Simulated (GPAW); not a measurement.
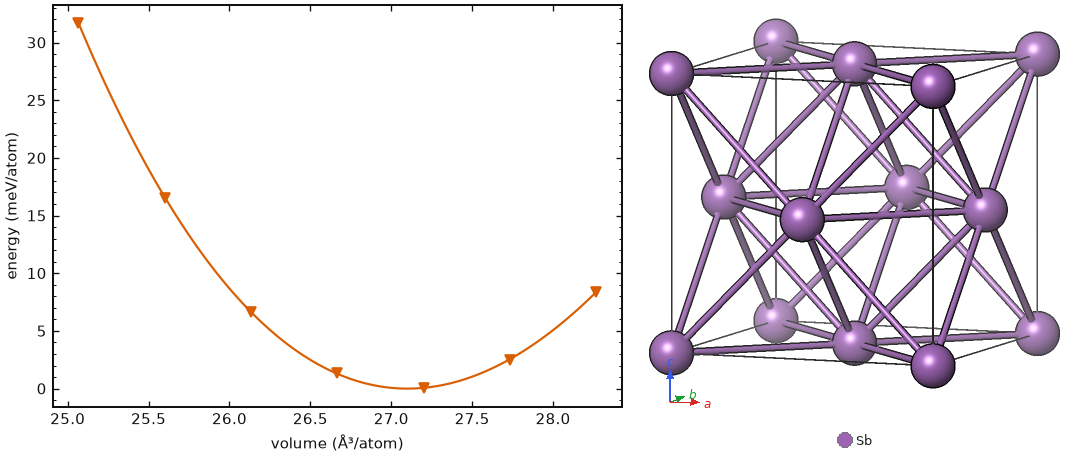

The figure shows the energy against volume for Sb, space group Fm-3m (No. 225). The conventional cell is drawn beside the plot.

Starting cell:
```
Sb
1.0
     0.00000    2.37124    2.37124
     2.37124    0.00000    2.37124
     2.37124    2.37124    0.00000
Sb
1
Direct
  0.00000 0.00000 0.00000
```

Calculation (GPAW 26.7.0): PAW DFT in plane waves, on a grid or in atomic orbitals, no spin polarisation; energies at scaled volumes of the given cell, shape and fractions fixed, counted from the fit's minimum, third-order Birch-Murnaghan fit. Level: r2SCAN.

- k mesh: 10×10×10
- occupations: Fermi–Dirac
- smearing width: 0.05 eV
- potentials: GPAW PAW data sets (gpaw data 1.2.1)
- wave cutoff: 600 eV
- program settings: basis pw

From this curve and the settings, what does the calculation give for the pressure at the same points?

The pressure falls from 5.37 GPa at volume 25.07 Å³/atom to −2.30 GPa at 28.27 Å³/atom, and changes sign near 27.09 Å³/atom.

| volume (Å³/atom) | pressure (GPa) |
| --- | --- |
| 25.07 | 5.37 |
| 25.60 | 3.68 |
| 26.13 | 2.21 |
| 26.67 | 0.93 |
| 27.20 | −0.23 |
| 27.73 | −1.30 |
| 28.27 | −2.30 |
